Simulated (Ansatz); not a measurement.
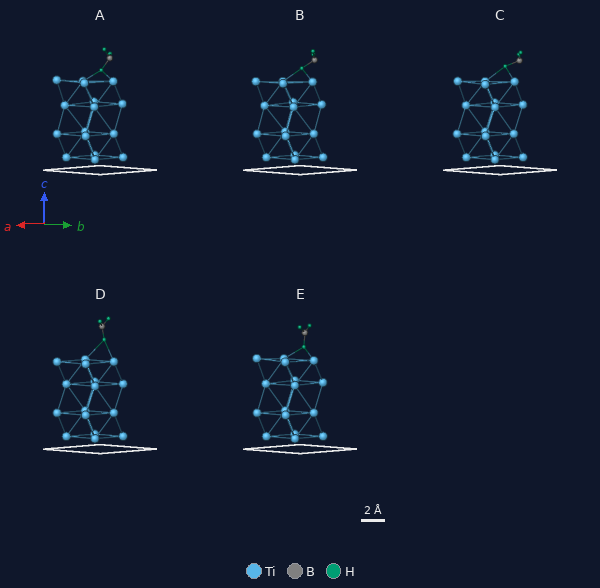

5 geometries from one constrained relaxation of a slab of composition Ti$_{16}$BH$_{3}$ (cut from the P6_3/mmc phase), in shuffled order. Style: ball-and-stick. Shown: the cell of the calculation, outlined in the plane, without the vacuum (origin shifted), from a free direction.

Case: 1 BH3 a cell, inverted, over a hollow Ti-Ti-Ti site. The slab is the (0 0 1) face of Ti with BH3 on it. 8 atoms are held fixed.

The calculation used DFT PBE+D3(BJ), scalar-relativistic, plane waves, PAW (Ansatz 0.2.0). Settings: plane-wave cutoff 420 eV; k-point mesh 4 × 4 × 1; occupations gaussian; smearing width 0.1 eV; no spin polarisation; dipole correction; atoms relaxed in a fixed cell; force threshold 0.04 eV/Å; at most 100 steps.

### Put them in the order of the run, from the start to the converged end.

D, E, A, B, C. They are steps 0, 4, 8, 12, 16, at +2.726 eV per cell of the calculation, +1.491 eV per cell of the calculation, +0.603 eV per cell of the calculation, +0.119 eV per cell of the calculation relative to the last. The largest move is that of an H atom, 2.06 Å at 63° to the normal (−c side). Largest moves by element: H 2.06 Å, B 1.94 Å, Ti 0.15 Å. The lattice vectors keep their values. Near-neighbour distances that change, for instance: H–Ti 3.582 → 2.066 Å, B–Ti 3.392 → 2.177 Å, B–Ti 3.458 → 2.312 Å, H–Ti 2.424 → 2.020 Å. New bonds form, among them: H–Ti (3.58 → 2.07 Å). Among the angles between lasting bonds that change: H–B–H 117.1° → 99.0°, H–B–H 117.1° → 105.9°. Over 16 geometry steps the energy falls by 2.726 eV per cell of the calculation. Largest force component: 1.8 eV/Å at the start, 0.035 eV/Å at the end.

Limits of the set-up: the periodic images lie only 5.8 Å apart, so the values are limited by the cell's size.
